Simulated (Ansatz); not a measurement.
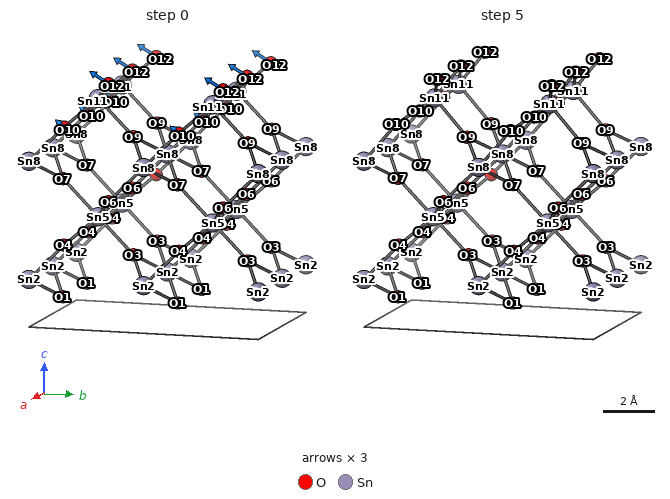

The structure of a slab of composition SnO$_{2}$ (cut from the Pnnm phase) before (left) and after (right) a constrained relaxation, at one scale. The blue arrows give the displacements, magnified 3 times.

Style: ball-and-stick. Shown: the 2 × 2 repeat of the cell, outlined in the plane, without the vacuum, slightly off an axis.

Case: clean slab, lower half held. The slab is the (1 0 0) face of SnO2. 6 atoms are held fixed.

These are results of DFT PBEsol, scalar-relativistic, plane waves, PAW in Ansatz, not measurements. Set-up: plane-wave cutoff 420 eV; k-point mesh 8 × 6 × 1; occupations gaussian; smearing width 0.05 eV; no spin polarisation; dipole correction; atoms relaxed in a fixed cell; force threshold 0.03 eV/Å; at most 70 steps.

Describe what moved and what it gained.

The atom that moves furthest is O12 (0.31 Å at 60° to the normal (+c side)). Largest moves by element: O 0.31 Å, Sn 0.07 Å. The lattice vectors keep their values. Among the contacts that change: O10–Sn11 2.070 → 2.134 Å, Sn11–O12 2.070 → 2.009 Å, O9–Sn11 2.066 → 2.032 Å, Sn8–O10 2.066 → 2.046 Å. Bond angles that change, for instance: O10–Sn11–O12 180.0° → 165.0°, O9–Sn11–O12 90.0° → 101.1°, O12–Sn11–O12 101.7° → 106.1°. After 5 geometry steps the energy has fallen by 0.278 eV per cell of the calculation. The largest force component goes from 2.3 to 0.0082 eV/Å. The run took 5.7 min on 2 threads of Intel(R) Xeon(R) Processor @ 2.50GHz (Skylake/Cascade Lake) (shared host), peak memory 0.84 GiB.
